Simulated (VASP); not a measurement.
**A series of single points on Sb**

System: Sb (2 atoms in the cell).
Method: Kohn-Sham DFT of a periodic cell, PBE, VASP PAW PBE potentials, recommended, no spin polarisation (VASP 6.6.1).

The 7 runs differ only in the geometry, by an even scaling of the cell at fixed fractional positions. The structure derives from a Materials Project entry.

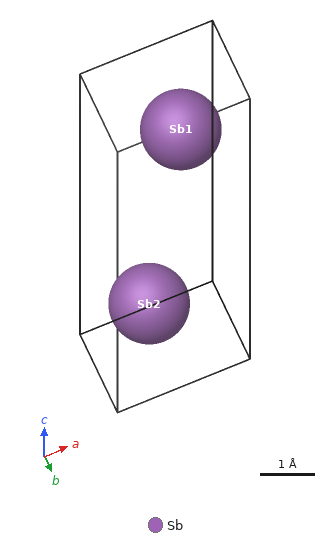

Figure 1. The structure of run 4 (spheres-only view of the cell of the calculation, seen at an oblique angle; atoms are numbered from 1 in the order of the input).

**INCAR of run 4**
```
PREC = Accurate
ENCUT = 520
EDIFF = 1E-7
ISMEAR = -1
SIGMA = 0.05
LREAL = False
LASPH = True
NELM = 80
ALGO = Normal
ISIF = 2
LWAVE = False
LCHARG = False
GGA = PE
NBANDS = 12
```

**KPOINTS of run 4**
```
regular mesh
0
Gamma
  9 9 5
```

**POSCAR of run 4**
```
Sb
1.0
    3.3545324186      0.0000000000      0.0000000000
   -1.6772662093      2.9051102923      0.0000000000
    0.0000000000      0.0000000000      5.4701606500
Sb
2
Direct
    0.6666666667      0.3333333333      0.7500000000
    0.3333333333      0.6666666667      0.2500000000
```

Command:
```bash
cat potpaw_PBE.64/Sb/POTCAR > POTCAR
mpirun -np 1 vasp_std > vasp.out
```

Run 3 has the same physical settings and fractional positions; its lattice vectors (Å) are:
```
   3.332018    0.000000    0.000000
  -1.666009    2.885612    0.000000
   0.000000    0.000000    5.433447
```

**Results, with one run withheld**

| run | volume per atom (Å³) | free energy per atom, from the lowest run given (meV) | pressure (GPa) |
| --- | --- | --- | --- |
| 1 | 25.055 | 37.27 | 5.93 |
| 2 | 25.588 | 20.47 | 4.20 |
| 3 | 26.121 | ? | ? |
| 4 | 26.654 | 2.41 | 1.34 |
| 5 | 27.187 | 0.00 | 0.12 |
| 6 | 27.720 | 1.47 | −0.99 |
| 7 | 28.253 | 6.50 | −2.01 |

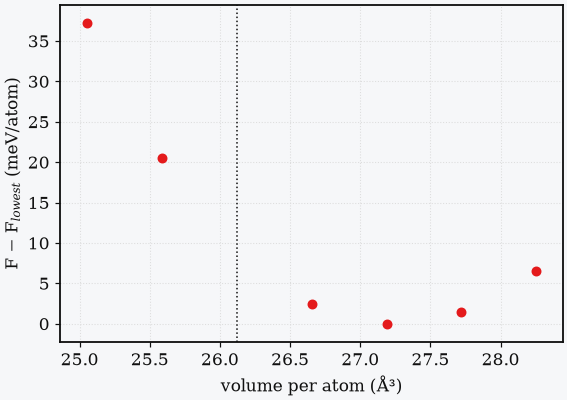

Figure 2. Free energy per atom of the runs given; the dotted line marks run 3.

What should run 3 give?

A cubic polynomial in V^(−2/3) (the Birch–Murnaghan form), fitted to the 6 runs given, misses them by at most 0.03 meV per atom. With x = V^(−2/3) − 0.11193 Å⁻², it reads F = 1.9754 + 2715.4 x + 9.2826e+05 x² + 1.459e+06 x³ (meV per atom). At run 3 it gives 9.05 meV per atom, and the run itself gives 9.07. The slope of the fit gives a pressure −dF/dV of 2.70 GPa there, and the run prints 2.69 GPa. The fit has its minimum at 27.238 Å³ per atom, where V d²F/dV² gives 58.8 GPa. Cell shape and fractional positions are held, so this is the stiffness under even scaling; the relaxed bulk modulus wasn't computed.

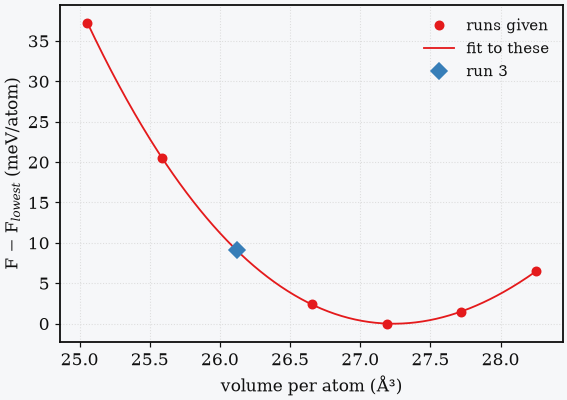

Figure 3. The fit and the withheld run.

**OSZICAR and lines of OUTCAR (run 3)**
```
N       E                     dE             d eps       ncg     rms          rms(c)
DAV:   1     0.337499916899E+02    0.33750E+02   -0.36352E+03   864   0.667E+02
DAV:   2    -0.586379280158E+01   -0.39614E+02   -0.37982E+02  1196   0.108E+02
DAV:   3    -0.770937476620E+01   -0.18456E+01   -0.18265E+01  1096   0.258E+01
DAV:   4    -0.772358115281E+01   -0.14206E-01   -0.14203E-01   988   0.267E+00
DAV:   5    -0.772372453377E+01   -0.14338E-03   -0.14338E-03  1040   0.300E-01    0.255E+00
DAV:   6    -0.771755192371E+01    0.61726E-02   -0.33883E-03   968   0.303E-01    0.146E+00
DAV:   7    -0.771428199312E+01    0.32699E-02   -0.67460E-03   924   0.429E-01    0.475E-02
DAV:   8    -0.771431052550E+01   -0.28532E-04   -0.12373E-04  1052   0.787E-02    0.143E-02
DAV:   9    -0.771431225858E+01   -0.17331E-05   -0.32669E-06   976   0.132E-02    0.295E-03
DAV:  10    -0.771431148167E+01    0.77691E-06   -0.23644E-07   996   0.294E-03    0.241E-03
DAV:  11    -0.771431091457E+01    0.56710E-06   -0.10994E-08   580   0.753E-04    0.206E-04
DAV:  12    -0.771431096575E+01   -0.51179E-07   -0.12965E-09   492   0.270E-04
   1 F= -.77143110E+01 E0= -.77086140E+01  d E =-.113939E-01
[... from OUTCAR:]
  free energy    TOTEN  =        -7.71431097 eV
  energy without entropy =       -7.70291704  energy(sigma->0) =       -7.70861400
 E-fermi :   8.8329     XC(G=0): -10.3664     alpha+bet :-13.7051
  free  energy   TOTEN  =        -7.7143109658 eV
  energy  without entropy=       -7.7029170388  energy(sigma->0) =       -7.70861400
```
